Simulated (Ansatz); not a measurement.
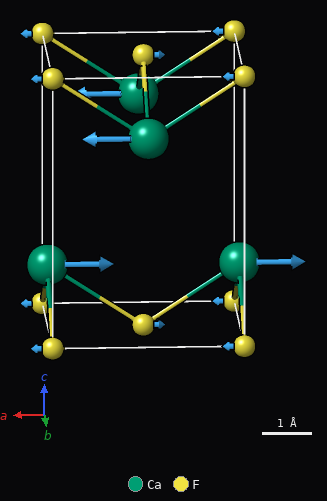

One vibrational mode of a crystal of CaF (a generated structure) at the zone centre. The blue arrows are the displacements of the atoms (eigenvector over the root of the mass), of arbitrary overall length and sign. Style: ball-and-stick. Shown: the cell of the calculation, from a free direction.

The calculation used Ansatz, DFT PBE, scalar-relativistic, plane waves, PAW.

Input file:
```yaml
crystal:
  lattice:
    - [3.9416166384, 0.0, 0.0]
    - [0.0, 3.9416166384, 0.0]
    - [0.0, 0.0, 5.6966438888]
  atoms:
    - { symbol: Ca, position: [0.5, 0.0, 0.7733439041] }
    - { symbol: Ca, position: [0.0, 0.5, 0.2266560959] }
    - { symbol: F, position: [0.0, 0.0, 0.0] }
    - { symbol: F, position: [0.5, 0.5, 0.0] }
basis:
  ecutwfc: 420
kpoints:
  mp_grid: { grid: [12, 12, 8] }
hamiltonian:
  xc: pbe
scf:
  occupations: { method: fermi_dirac, width: 0.15 }
output:
  eigenvalues: true
phonons:
  method: dfpt
  eigenvectors: true
  qmesh: [2, 2, 1]
  temperatures: { t_max: 1000, t_step: 100 }
  qpath:
    path:
      - [[0.0, 0.0, 0.0], [0.0, 0.5, 0.0], [0.5, 0.5, 0.0], [0.0, 0.0, 0.0], [0.0, 0.0, 0.5], [0.0, 0.5, 0.5], [0.5, 0.5, 0.5], [0.0, 0.0, 0.5]]
      - [[0.0, 0.5, 0.0], [0.0, 0.5, 0.5]]
      - [[0.5, 0.5, 0.0], [0.5, 0.5, 0.5]]
    npoints: 8
```

Command:
```bash
ansatz run input.yaml --threads 1 --pin off --max-ram 2560MiB --backend cpu --events-out ev --progress --plain --runs-dir out
```

The frequencies depend somewhat on the k-mesh and the smearing.

> Give the symmetry, activity and frequency of this mode.

This is the E_g mode (doubly degenerate; one member of the set is drawn) at 153 cm⁻¹, the lowest optical level, Raman-active by symmetry. All motion is along a; atoms of one kind move against one another, with no net shift of any sublattice; the kinetic energy is shared as Ca 97 %, F 3 %.
